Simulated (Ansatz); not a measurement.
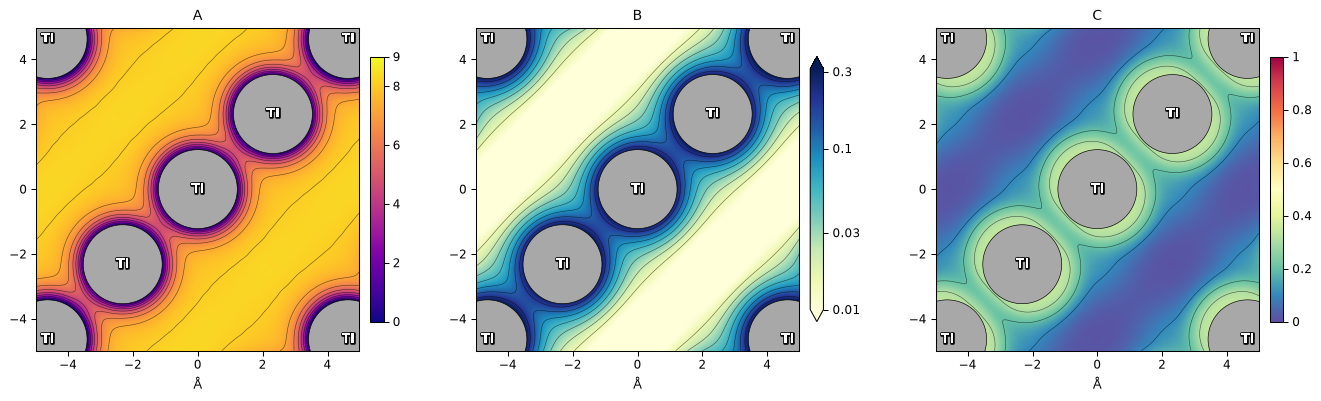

Tl: 3 fields on the (010) plane of the conventional cell, with unlabelled colour scales. Grey discs cover the atomic cores.

Space group Fd-3m; a structure generated by program, which may or may not match a known phase.

Theory: DFT PBE, scalar-relativistic, plane waves, PAW in Ansatz.

Question: Which field does each panel show? The fields are: electron localisation function, electrostatic potential energy of an electron and valence pseudo-density.

Answer: Panel A: electrostatic potential energy of an electron (low next to the atoms, rising into the space between them). Panel B: valence pseudo-density. Panel C: electron localisation function. From the grid: Tl–Tl (3.28 Å): ρ at the midpoint is about 0.16 e/Å³; the ELF is about 0.20 at the midpoint; no localised pair shows between them.
